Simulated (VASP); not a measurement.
Input of the run:

INCAR:
```
ENCUT = 520.000000
SIGMA = 0.020000
EDIFF = 1.00e-07
GGA = PE
PREC = Accurate
IBRION = -1
ISIF = 2
ISMEAR = -1
NBANDS = 12
NELM = 120
NSW = 0
LASPH = .TRUE.
LCHARG = .TRUE.
LELF = .TRUE.
LWAVE = .FALSE.
LREAL = .FALSE.
```

KPOINTS:
```
KPOINTS created by Atomic Simulation Environment
0
Gamma
10 10 10
0 0 0
```

POSCAR:
```
Li F
 1.0000000000000000
     0.0000000000000000    1.9948717392999999    2.0148204566999999
     1.9948717392999999    0.0000000000000000    2.0148204566999999
     1.9948717392999999    1.9948717392999999    0.0000000000000000
 Li  F
   1   1
Cartesian
  0.0000000000000000  0.0000000000000000  0.0000000000000000
  1.9948717392999997  1.9948717392999997  2.0148204566999994
```

Run as:
```bash
mpirun -np 1 vasp_std
```

System: LiF, space group I4/mmm, 2 atoms in the cell, rocksalt type, uniaxial (z) strain +1.0%.

Method: DFT, PBE, plane waves, PAW, 10×10×10 k mesh, 520 eV cutoff, Fermi-Dirac smearing of 0.02 eV (VASP).

Predict the main features of the density of states.

There is a gap; over the k points computed it is 9.25 eV (direct among those points). The upper group of valence states starts about 3.1 eV under the valence-band top, with a gap beneath it; it holds about 6 electrons a cell. Within the window shown, the tallest peak of the filled states lies 0.5 eV under the valence-band top, at about 3.6 states per eV and cell.

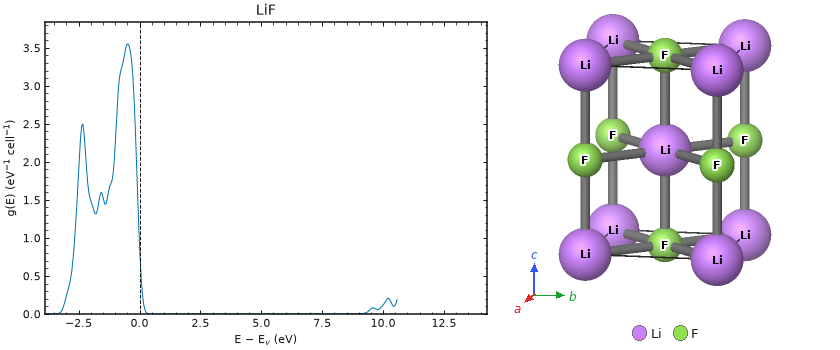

Density of states, beside the structure. Energies are counted from the top of the valence band. The curve is built from the levels of the k mesh with Gaussians 0.3 eV wide, which also blur the band edges.
